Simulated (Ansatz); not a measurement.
```cif
data_structure
_symmetry_space_group_name_H-M 'P 1'
_symmetry_Int_Tables_number 1
_cell_length_a 2.7218
_cell_length_b 2.7218
_cell_length_c 2.7218
_cell_angle_alpha 90.000
_cell_angle_beta 90.000
_cell_angle_gamma 90.000
_cell_volume 20.16
loop_
_atom_site_label
_atom_site_type_symbol
_atom_site_fract_x
_atom_site_fract_y
_atom_site_fract_z
_atom_site_occupancy
Al1 Al 0.00000 0.00000 0.00000 1
```

Space group Pm-3m; a generated structure, not necessarily the stable one.

Level of theory: Kohn-Sham DFT of a periodic cell, PBE0, Ansatz PAW (Ansatz 0.2.0).

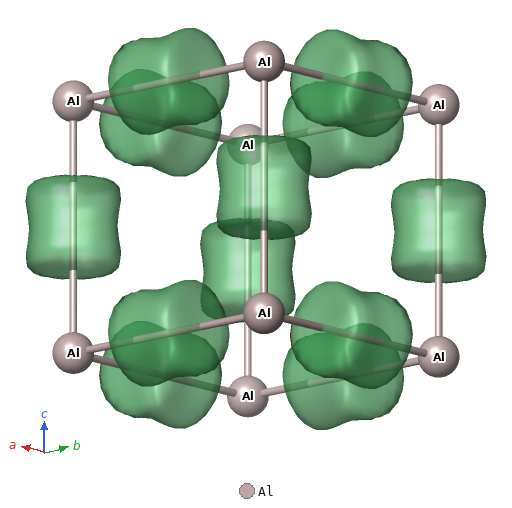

Al. Isosurface of the electron localisation function at 0.7 (green), seen at an oblique angle. Core shells and regions of very low density are left out. Sticks mark near contacts.

### Identify the bonds, lone pairs and shells in this picture.

The surface consists of three regions between bonded Al–Al atoms, counted in one cell of 1 atoms. Any copies at cell faces, edges or corners count once. Profiles from the grid: Al–Al (2.72 Å): the ELF peaks at about 0.80 between the atoms.
